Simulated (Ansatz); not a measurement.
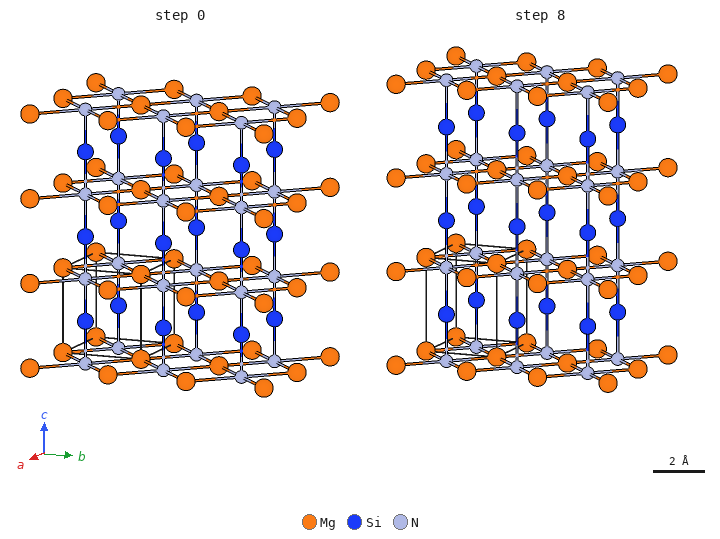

The structure of crystalline MgSiN (a generated structure, set up in P4/mmm) before (left) and after (right) a relaxation, at one scale.

The picture is a ball-and-stick view of the cell of the calculation, repeated 2 × 3 × 3 with one cell outlined, seen slightly off an axis.

The calculation used DFT PBE, scalar-relativistic, plane waves, PAW (Ansatz).

Input file:
```yaml
crystal:
  lattice:
    - [3.38808266, 0.0, 0.0]
    - [0.0, 3.38808266, 0.0]
    - [0.0, 0.0, 3.45774549]
  atoms:
    - { symbol: Mg, position: [0.0, 0.0, 0.0] }
    - { symbol: Si, position: [0.5, 0.5, 0.5] }
    - { symbol: "N", position: [0.5, 0.5, 0.0] }
basis:
  ecutwfc: 420
kpoints:
  mp_grid: { grid: [14, 14, 14] }
hamiltonian:
  xc: pbe
scf:
  occupations: { method: gaussian, width: 0.1 }
output:
  forces: true
  stress: true
  eigenvalues: true
relax:
  adjacent_minimum: "off"
  f_tol: 0.01
  max_steps: 80
  cell: { stress_tol: 0.05 }
```

Command:
```bash
ansatz run input.yaml --threads 1 --pin off --max-ram 2560MiB --backend cpu --events-out ev --progress --plain --runs-dir out
```

**Summarise the run.**

The energy falls by 180 meV per atom in 6 accepted moves (8 points after the start). All forces vanish by symmetry, so only the cell relaxes. Pressure: 0.88 GPa at the start and 0.01 GPa at the end. The SCF was repeated twice at an unchanged geometry on a basis and grid sized afresh for the cell, which shifted the energy by 1.4 meV per atom at most. The atoms keep their places relative to the cell (all moves are under 0.005 Å). The drawn cell changes as follows: a = b 3.388 → 3.068 Å (−9.5 %), c 3.458 → 3.821 Å (+10.5 %); the volume changes by −9.4 %. Among the contacts that change: Si2–Si2 3.388 → 3.068 Å, Mg1–N3 2.396 → 2.169 Å, Si2–N3 1.729 → 1.911 Å. The space group stays P4/mmm (No. 123).
